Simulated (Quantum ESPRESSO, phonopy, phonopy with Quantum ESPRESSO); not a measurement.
# KCl (Fm-3m): a volume series of phonon spectra, part 8 of 8

Which modes of KCl drive its thermal expansion?

Experimental results on record:
- volume expansion coefficient 111.3 1e-6/K and heat capacity C_P per formula unit 51.7 J/mol/K near room temperature (given in “High-Throughput Prediction of Finite-Temperature Properties using the Quasi-Harmonic Approximation”, 2016, arXiv:1603.06924)
- volume expansion coefficient 114.9 1e-6/K near room temperature (given in “Descriptors for thermal expansion in solids”, 2017, arXiv:1701.03966)

Quantum ESPRESSO 7.5; DFT LDA, scalar-relativistic, plane waves, GBRV ultrasoft pseudopotentials.

So far. Step 25 (Self-consistent run, V/V0 1.05): The run ends at a pressure of -1.49 GPa. Step 26 (Zone-centre response): The Born charges sum to zero within 0.014 e; the rest is removed before use. Acoustic frequencies in this log differ from zero by the error of the sum rule, which ph.x does not impose.

### Step 27. A displaced supercell

One atom (for the harmonic constants) or a pair of atoms (for the cubic ones) is moved by a few hundredths of an ångström; the forces on all atoms give a column of force constants. The threshold is tight because the forces are small.

System of this step: KCl. Symmetry: Imm2, No. 44, orthorhombic system. The conventional cell has a = 8.693 Å, b = 12.293 Å, c = 8.693 Å, α = 90.00°, β = 90.00°, γ = 90.00°. Nearest to K lie 6 Cl at 3.06 to 3.09 Å. Nearest to K lie 6 Cl at 3.07 Å. K has 6 Cl at 3.07 Å nearest. Cl has 6 K at 3.07 Å nearest. Farther neighbours and most contacts between anions are not listed.

Input file disp-00001.in:

```
&CONTROL
  calculation = 'scf'
  prefix      = 'x'
  outdir      = './tmp'
  pseudo_dir  = './pseudo'
  tprnfor     = .true.
  disk_io     = 'none'
/
&SYSTEM
  ibrav       = 0
  nat         = 16
  ntyp        = 2
  ecutwfc     = 40.0
  ecutrho     = 240.0
  occupations = 'fixed'
  nbnd        = 66
/
&ELECTRONS
  conv_thr         = 1.0d-11
  mixing_beta      = 0.7
  electron_maxstep = 100
/
ATOMIC_SPECIES
 K      39.0983  K.upf
 Cl     35.4500  Cl.upf
CELL_PARAMETERS angstrom
     0.000000000    6.146711203    6.146711203
     6.146711203    0.000000000    6.146711203
     6.146711203    6.146711203    0.000000000
ATOMIC_POSITIONS crystal
 K      0.002300765   0.000000000   0.000000000
 K      0.500000000   0.000000000   0.000000000
 K      0.000000000   0.500000000   0.000000000
 K      0.500000000   0.500000000   0.000000000
 K      0.000000000   0.000000000   0.500000000
 K      0.500000000   0.000000000   0.500000000
 K      0.000000000   0.500000000   0.500000000
 K      0.500000000   0.500000000   0.500000000
 Cl     0.250000000   0.250000000   0.250000000
 Cl     0.750000000   0.250000000   0.250000000
 Cl     0.250000000   0.750000000   0.250000000
 Cl     0.750000000   0.750000000   0.250000000
 Cl     0.250000000   0.250000000   0.750000000
 Cl     0.750000000   0.250000000   0.750000000
 Cl     0.250000000   0.750000000   0.750000000
 Cl     0.750000000   0.750000000   0.750000000
K_POINTS automatic
 3 3 3 0 0 0
```

The run is started by

```console
> OMP_NUM_THREADS=1 mpirun -n 2 pw.x -nk 2 -in disp-00001.in > disp-00001.out
```

What it wrote:

```text
[banner, memory and clock lines left out]
Program PWSCF v.7.5

     Message from routine setup:
     using ibrav=0 with symmetry is DISCOURAGED, use correct ibrav instead

     G-vector sticks info

     bravais-lattice index     =            0
     lattice parameter (alat)  =      16.4269  a.u.
     unit-cell volume          =    3134.4044 (a.u.)^3
     number of atoms/cell      =           16
     number of atomic types    =            2
     number of electrons       =       128.00
[...]
atom    1 type  1   force =     0.00000000   -0.00117959   -0.00117959
     atom    2 type  1   force =     0.00000000    0.00025649    0.00025649
     atom    3 type  1   force =     0.00018328   -0.00002363    0.00007205
[...]
atom   15 type  2   force =     0.00000102    0.00004326    0.00004326
     atom   16 type  2   force =     0.00000054   -0.00001981   -0.00001981

     Total force =     0.001904     Total SCF correction =     0.000002
     Message from routine punch:
     Nothing written, as per user request (disk_io='none')
[key lines of the parts left out:]
!    total energy              =    -724.33097876 Ry
convergence has been achieved in  23 iterations
```

The job ended after 2.1 min (2 MPI ranks of AMD EPYC 9R45, shared host; 4.2 min of CPU time).

### Step 28. Lattice dynamics at this volume, V/V0 1.05

This step: DFT LDA, scalar-relativistic, plane waves, GBRV ultrasoft pseudopotentials (phonopy with Quantum ESPRESSO 4.10.0 / 7.5).

Run time: 2.1 min. Hardware: 4 threads.

No mode is imaginary beyond numerical noise along the path. The highest zone-centre mode (no LO–TO term) moved by -10.8 % for a volume change of +5.0 %.

The time given is that of the 2 pw.x runs on displaced cells behind this step.

### Step 29. How the modes move with volume

This step: DFT LDA, scalar-relativistic, plane waves, GBRV ultrasoft pseudopotentials (phonopy 4.10.0).

This step gave:

```yaml
share_of_modes_with_a_negative_grueneisen_parameter: 0.113
```

Mean Grüneisen, by row:

| T (K) | heat-capacity-weighted mean | root mean square |
| --- | --- | --- |
| 50 | 1.074 | 1.521 |
| 100 | 1.365 | 1.693 |
| 200 | 1.448 | 1.74 |
| 300 | 1.463 | 1.748 |
| 500 | 1.471 | 1.753 |
| 800 | 1.474 | 1.754 |

The mean mode Grueneisen parameter by wavenumber:

| wavenumber (cm⁻¹) | mean mode Grueneisen parameter |
| --- | --- |
| 3.7 | - |
| 18.7 | -0.654 |
| 33.6 | 0.0785 |
| 56.1 | -0.343 |
| 71.0 | 0.319 |
| 86.0 | 0.728 |
| 100.9 | 1.05 |
| 123.3 | 1.54 |
| 138.3 | 1.86 |
| 153.2 | 2.07 |
| 168.2 | 2.24 |
| 190.6 | 1.34 |
| 205.6 | 1.29 |
| 220.5 | 1.29 |

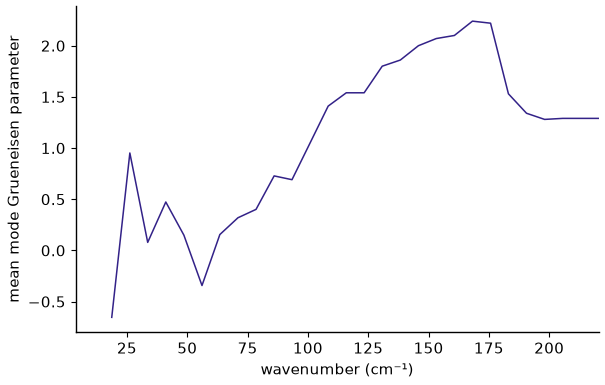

Mean mode Grueneisen parameter, plotted against wavenumber.

Volume series, by row:

| V/V0 | V (Å³/atom) | pressure (GPa) | E - E0 (meV/atom) | gap (eV) | zero-point energy (meV/atom) | lowest on the path (cm⁻¹) | highest at Gamma without the LO-TO term (cm⁻¹) |
| --- | --- | --- | --- | --- | --- | --- | --- |
| 0.97 | 26.82 | 0.434 | 3.904 | 5.282 | 25.45 | 0 | 178.5 |
| 0.985 | 27.23 | 0.002 | 1.279 | 5.221 | 24.82 | 0 | 172.6 |
| 1 | 27.65 | -0.4 | 0 | 5.163 | 24.2 | 0 | 166.9 |
| 1.015 | 28.06 | -0.767 | -0.316 | 5.107 | 23.59 | 0 | 161.4 |
| 1.03 | 28.48 | -1.097 | 0.146 | 5.052 | 23.01 | 0 | 155.9 |
| 1.05 | 29.03 | -1.495 | 2.153 | 4.982 | 22.24 | 0 | 148.9 |

Optical frequency at Gamma without the LO-TO term, mode 4 against V/V0:

| V/V0 | optical frequency at Gamma without the LO-TO term, mode 4 (cm⁻¹) |
| --- | --- |
| 0.9700 | 179 |
| 0.9850 | 173 |
| 1.0000 | 167 |
| 1.0150 | 161 |
| 1.0300 | 156 |
| 1.0500 | 149 |

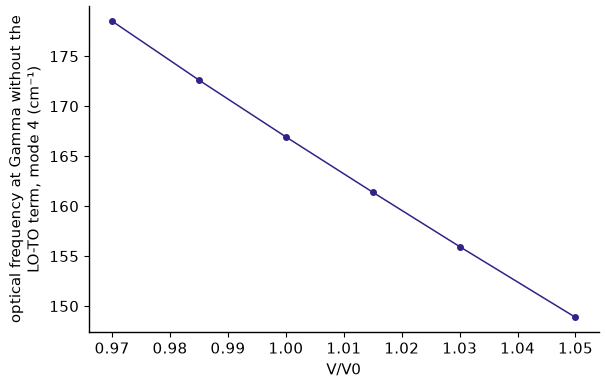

Optical frequency at Gamma without the LO-TO term, mode 4 against V/V0.

Grüneisen at points, by row:

| point | branch | frequency (cm⁻¹) | mode Grüneisen parameter |
| --- | --- | --- | --- |
| Γ | 4 | 166.9 | 2.24 |
| Γ | 6 | 225.4 | 1.3 |
| X | 1 | 55.3 | -1.43 |
| X | 3 | 104 | -0.65 |
| X | 4 | 171.8 | 2.4 |
| X | 6 | 177.6 | 2.51 |
| U | 1 | 79.5 | 0.93 |
| U | 2 | 93.4 | -0.68 |
| U | 3 | 104.9 | 0.64 |
| U | 4 | 159.6 | 2.39 |
| U | 5 | 166.8 | 2.22 |
| U | 6 | 177.6 | 2.45 |
| K | 1 | 79.5 | 0.93 |
| K | 2 | 93.4 | -0.68 |
| K | 3 | 104.9 | 0.64 |
| K | 4 | 159.6 | 2.39 |
| K | 5 | 166.8 | 2.22 |
| K | 6 | 177.6 | 2.45 |
| L | 1 | 120.2 | 2.16 |
| L | 3 | 129.4 | 2.13 |
| L | 5 | 161.2 | 1.37 |
| L | 6 | 170.4 | 1.31 |
| W | 1 | 83.4 | -0.78 |
| W | 3 | 130.7 | 1.94 |
| W | 4 | 133.1 | 1.92 |
| W | 5 | 176.3 | 2.42 |

The printed pressures lie 0.73 GPa below −dE/dV of the same runs on average, in a series that spans 1.9 GPa: energy and stress disagree, as they do when the basis is incomplete, so the pressures are not converged, and volume, bulk modulus and expansion from the fit are rough.

### Step 30. Quasi-harmonic fit by phonopy

Energy (each curve on its own zero) against volume; values in meV/atom:

| volume (Å³/atom) | static | F at 0 K | F at 300 K | F at 900 K |
| --- | --- | --- | --- | --- |
| 26.818 | 4.22 | 5.79 | 8.76 | 17.3 |
| 27.232 | 1.6 | 2.53 | 4.4 | 9.71 |
| 27.647 | 0.32 | 0.63 | 1.34 | 3.3 |
| 28.062 | 0 | -0.29 | -0.78 | -2.23 |
| 28.477 | 0.46 | -0.42 | -2.11 | -6.97 |
| 29.029 | 2.47 | 0.82 | -2.55 | -12.1 |

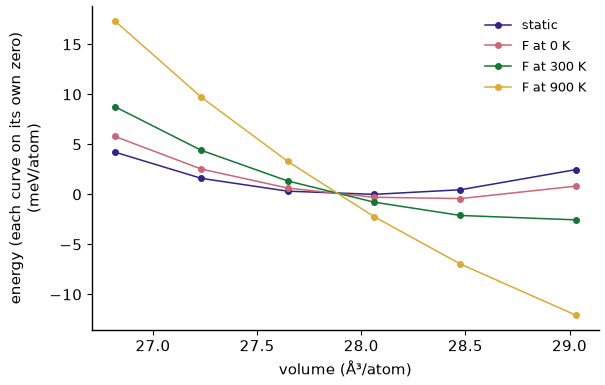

Energy (each curve on its own zero) against volume.

Phonopy-qha, vinet fit of F(V) at each temperature; no electronic free energy. Qha vinet, by row:

| T (K) | fitted volume (Å³/atom) | alpha_V (1e-6/K) | B_T (GPa) | C_P (J/mol-atom/K) | Grueneisen |
| --- | --- | --- | --- | --- | --- |
| 75 | 28.32 | 56.95 | 21.68 | 15.68 | 1.338 |
| 100 | 28.37 | 74.92 | 21.26 | 19.19 | 1.432 |
| 125 | 28.43 | 86.88 | 20.79 | 21.25 | 1.48 |
| 150 | 28.5 | 95.48 | 20.29 | 22.55 | 1.509 |
| 175 | 28.57 | 102.3 | 19.77 | 23.44 | 1.528 |
| 200 | 28.64 | 108.1 | 19.25 | 24.08 | 1.543 |
| 225 | 28.72 | 113.5 | 18.71 | 24.59 | 1.556 |

The volume expansion coefficient, phonopy-qha, Vinet by temperature:

| temperature (K) | volume expansion coefficient, phonopy-qha, Vinet (1e-6/K) |
| --- | --- |
| 75.0 | 57.0 |
| 100.0 | 74.9 |
| 125.0 | 86.9 |
| 150.0 | 95.5 |
| 175.0 | 102 |
| 200.0 | 108 |
| 225.0 | 113 |

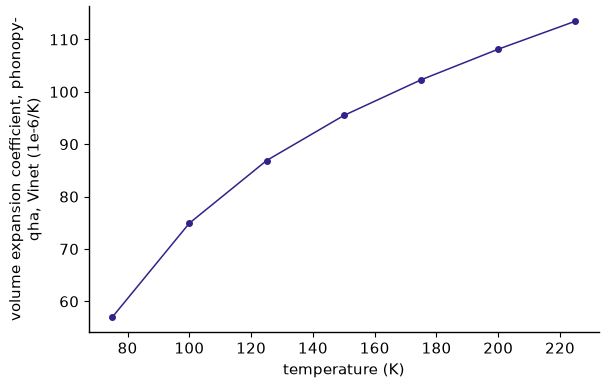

Volume expansion coefficient, phonopy-qha, Vinet, plotted against temperature.

### Step 31. Results

- mean mode Grüneisen parameter at 300 K: 1.46

The table stops at 225 K because beyond it the fitted volume comes within 1 % of the largest computed cell, where the fit loses its support. The heat-capacity-weighted Grüneisen parameter goes from 1.07 at 50 K to 1.47 at 800 K; 11 % of the modes stiffen on expansion. Weighting γ by the density of states and each mode's heat capacity at 300 K, modes below 80 cm⁻¹ give about 2 % of the sum of γC that drives the expansion, those up to 150 cm⁻¹ 41 % and the rest 57 %. Among the labelled points γ is largest for branch 6 at X (178 cm⁻¹, 2.5) and most negative for branch 1 at X (55.3 cm⁻¹, -1.4). The printed pressures lie 0.73 GPa below −dE/dV of the same runs on average, in a series that spans 1.9 GPa: energy and stress disagree, as they do when the basis is incomplete, so the pressures are not converged, and volume, bulk modulus and expansion from the fit are rough. The supercell is 7.1 Å across at its narrowest and was not tested against a larger one: only its own wavevectors are exact, and acoustic branches between them, with the entropy at low temperature, can be off.

[Logs are printed without paths, hosts, clocks, repeated set-up lines and the standing remarks that a program may print on its own settings, such as how far it seeks lower states.]

[Hosts, paths, dates, database ids (printed as entryN), source tags and the programs' standing remarks are cut or masked in the printed files.]

[A step with changed settings may run another functional than the one named; its input shows which.]

[Of the runs on displaced cells, only some may be shown.]
